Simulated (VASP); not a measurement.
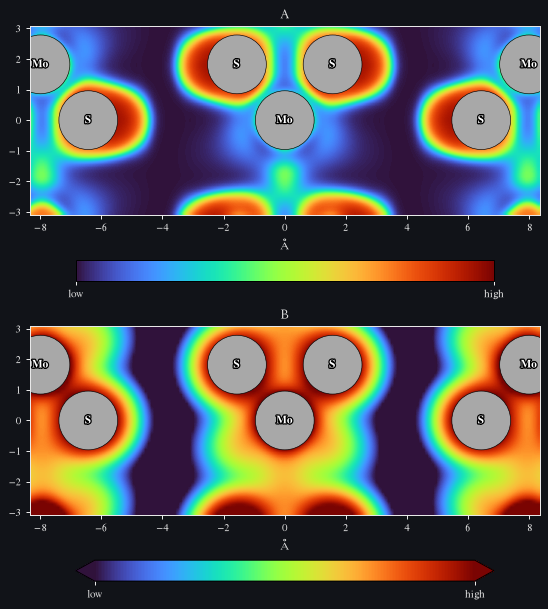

MoS2: 2 fields on the (110) plane of the conventional cell, with unlabelled colour scales. Grey discs cover the atomic cores.

Space group P6₃/mmc; a generated structure, not necessarily the stable one; not relaxed (largest force 0.3 eV/Å); computed pressure about 2 GPa in this cell.

Computed with VASP, Kohn-Sham DFT of a periodic cell, optB88-vdW, VASP PAW PBE potentials, recommended.

Question: Which field does each panel show? The fields are: electron localisation function and valence pseudo-density.

Answer: Panel A: electron localisation function. Panel B: valence pseudo-density. From the grid: Mo–S (2.40 Å): ρ is about 0.61 e/Å³ halfway; the ELF peaks at about 0.85 in the valence shell of S, 0.8 Å from its nucleus, and is about 0.45 at the midpoint.
